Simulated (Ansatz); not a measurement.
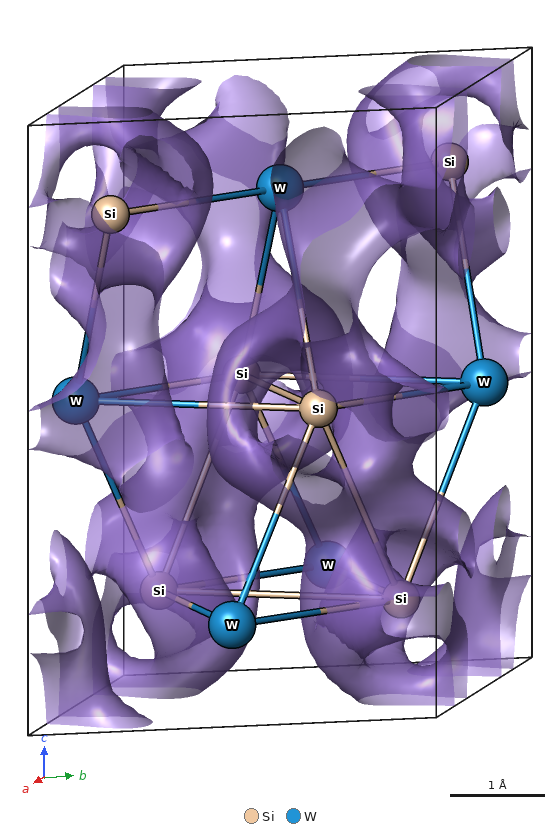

The picture shows: Si2W. Isosurface of the electron localisation function at 0.6 (purple), seen slightly off an axis. Only the valence region is drawn (cores and ρ < 0.01 e/Å³ removed). Sticks mark near contacts.

Space group P6₂22; a structure from a database of computed crystals, not necessarily the ambient phase.

Computed with DFT r2SCAN, scalar-relativistic, plane waves, PAW (Ansatz).

Core electrons are frozen (PAW), and the valence fields are smoothed inside the atomic spheres.

What do the ELF domains correspond to?

The ELF exceeds this value in channels that run through the cell in one direction, counted in one cell of 9 atoms. Regions shared between cells count once.

Values along the shortest contacts:
Si–Si (2.56 Å): the ELF peaks at about 0.70 between the atoms. Si–W (2.58 Å): the ELF peaks at about 0.70 in the valence shell of Si, 0.9 Å from its nucleus, and is about 0.45 at the midpoint.
